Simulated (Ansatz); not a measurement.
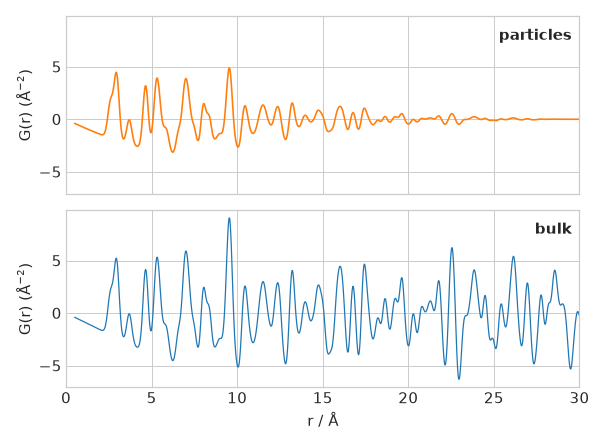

Simulated X-ray pair distribution function, G(r) = R(r)/r − 4πρ₀r, summed over the atomic distances of the structure with each pair weighted by the product of the atomic numbers (X-ray weights at Q = 0); every distance is a Gaussian of σ = 0.15 Å, for spherical particles of W with the bulk structure: the bulk G(r) is multiplied by the envelope of a sphere of diameter D, 1 − 3r/2D + r³/2D³, with no surface relaxation. The number density is 0.0634 atoms per Å³. It is based on coordinates from a relaxation with DFT, LDA (PW92), plane waves (420 eV) with PAW, scalar-relativistic (Ansatz 0.2.0); the starting structure was generated, so it need not be a known form of this composition.

### Estimate the particle diameter.

About 30 Å (3.0 nm): the signal is half of the bulk amplitude at r ≈ 10.4 Å and vanishes at r = D, fading from view somewhat earlier.

### Roughly how many atoms does one particle hold?

About 900 (number density 0.0634 Å⁻³ times πD³/6).
